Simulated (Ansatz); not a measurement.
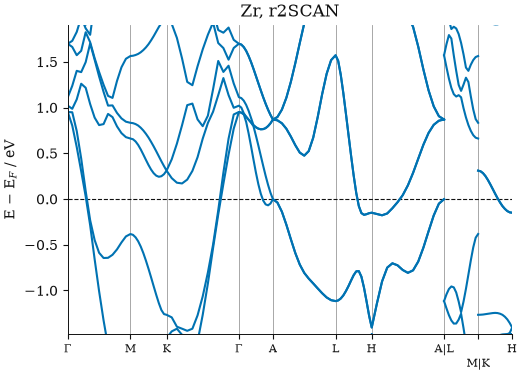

Band structure. Energies are counted from the Fermi level.

**Which Bravais lattice do the labels of the path belong to?**

A hexagonal (primitive) lattice: the path Γ–M–K–Γ–A–L–H–A|L–M|K–H runs through the special points of its Brillouin zone.

System: hcp Zr, space group P6_3/mmc, 2 atoms in the cell.

```cif
data_structure
_symmetry_space_group_name_H-M 'P6_3/mmc'
_symmetry_Int_Tables_number 194
_cell_length_a 3.2320
_cell_length_b 3.2320
_cell_length_c 5.1470
_cell_angle_alpha 90.000
_cell_angle_beta 90.000
_cell_angle_gamma 120.000
_cell_volume 46.56
loop_
_atom_site_label
_atom_site_type_symbol
_atom_site_symmetry_multiplicity
_atom_site_Wyckoff_symbol
_atom_site_fract_x
_atom_site_fract_y
_atom_site_fract_z
_atom_site_occupancy
Zr1 Zr 2 c 0.66667 0.33333 0.75000 1
```

Ansatz; r2SCAN, Ansatz PAW, no spin polarisation, no spin-orbit coupling, 9×9×5 k mesh, 500 eV cutoff, Fermi-Dirac smearing of 0.05 eV.

**Does this material conduct, going by its bands?**

A metal: 4 bands cross the Fermi level along this path.

The PAW data sets were made with another functional.
